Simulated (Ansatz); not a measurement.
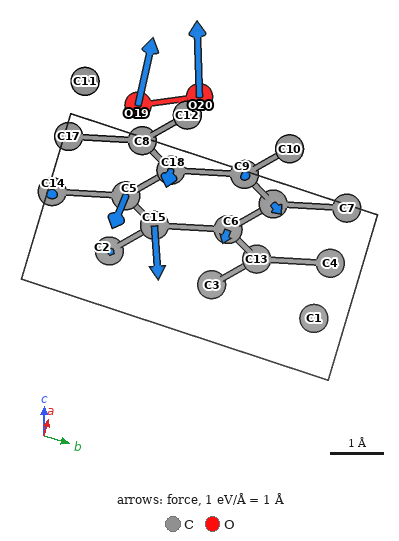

Starting geometry of a slab of composition C9O (cut from the R-3m phase) with the computed forces as blue arrows. Style: ball-and-stick. Shown: the cell of the calculation, outlined in the plane, without the vacuum (origin shifted), from a free direction.

Case: 1 O2 a cell, flat, over a hollow C-C site. The slab is the (0 0 1) face of C with O2 on it. 1 atoms are held fixed.

The calculation used DFT PBE+D3(BJ), scalar-relativistic, plane waves, PAW (Ansatz).

The input:
```yaml
crystal:
  lattice:
    - [7.3951485247, 0.0, 0.0]
    - [-3.6975742623, 6.4043864871, 0.0]
    - [0.0, 0.0, 18.0016100066]
  atoms:
    - { symbol: C, position: [0.5555555556, 0.4444444444, 0.4444046948] }
    - { symbol: C, position: [0.5555555556, 0.7777777778, 0.4444046948] }
    - { symbol: C, position: [0.5555555556, 0.1111111111, 0.4444046948] }
    - { symbol: C, position: [0.8888888889, 0.4444444444, 0.4444046948] }
    - { symbol: C, position: [0.8888888889, 0.7777777778, 0.4444046948] }
    - { symbol: C, position: [0.8888888889, 0.1111111111, 0.4444046948] }
    - { symbol: C, position: [0.2222222222, 0.4444444444, 0.4444046948] }
    - { symbol: C, position: [0.2222222222, 0.7777777778, 0.4444046948] }
    - { symbol: C, position: [0.2222222222, 0.1111111111, 0.4444046948] }
    - { symbol: C, position: [0.4444444444, 0.2222222222, 0.4444941315] }
    - { symbol: C, position: [0.4444444444, 0.5555555556, 0.4444941315] }
    - { symbol: C, position: [0.4444444444, 0.8888888889, 0.4444941315] }
    - { symbol: C, position: [0.7777777778, 0.2222222222, 0.4444941315] }
    - { symbol: C, position: [0.7777777778, 0.5555555556, 0.4444941315] }
    - { symbol: C, position: [0.7777777778, 0.8888888889, 0.4444941315] }
    - { symbol: C, position: [0.1111111111, 0.2222222222, 0.4444941315] }
    - { symbol: C, position: [0.1111111111, 0.5555555556, 0.4444941315] }
    - { symbol: C, position: [0.1111111111, 0.8888888889, 0.4444941315] }
    - { symbol: O, position: [-0.1578122629, -0.1748578656, 0.5661499167], spin: 2.0 }
    - { symbol: O, position: [0.0, 0.0, 0.5661499167] }
basis:
  ecutwfc: 420
kpoints:
  mp_grid: { grid: [3, 3, 1] }
hamiltonian:
  xc: pbe
  dispersion: d3bj
scf:
  occupations: { method: gaussian, width: 0.05 }
output:
  forces: true
  eigenvalues: true
  populations: true
  write_density: true
  write_potential: true
  elf: true
  volumetric_format: npy
magnetization:
  spin_polarized: true
relax:
  adjacent_minimum: "off"
  f_tol: 0.04
  max_steps: 100
  constraints: [{ sites: [0] }]
efield:
  axis: 3
  dipole_correction: true
  ramp_width: 0.04
```

Launched with:
```bash
ansatz run input.yaml --threads 2 --pin off --max-ram 5120MiB --backend cpu --events-out ev --progress --plain --runs-dir out
```

Question: What follows when this structure is relaxed?

Answer: It isn't relaxed: the largest force vector, on O20, is 1.65 eV/Å. The final displacements follow the starting forces only in part (cosine between the two patterns 0.71). After 11 accepted moves (12 points after the start) the energy has fallen by 0.861 eV per cell of the calculation. Largest force component: 1.6 eV/Å at the start, 0.017 eV/Å at the end. The line search rejected the trial step at point 6 of the run. The largest moves, 1.13 Å, are those of O19 and O20. O20 goes at 33° to the normal (+c side). Largest moves by element: O 1.13 Å, C 0.01 Å. The cell doesn't change. Among the contacts that change: O19–O20 1.235 → 1.225 Å. Cost: 15 min on 2 threads of Arm Neoverse V1, with other jobs on the host, peak memory 1.3 GiB.

Limits of the set-up: the periodic images lie only 7.4 Å apart, so the values are limited by the cell's size.
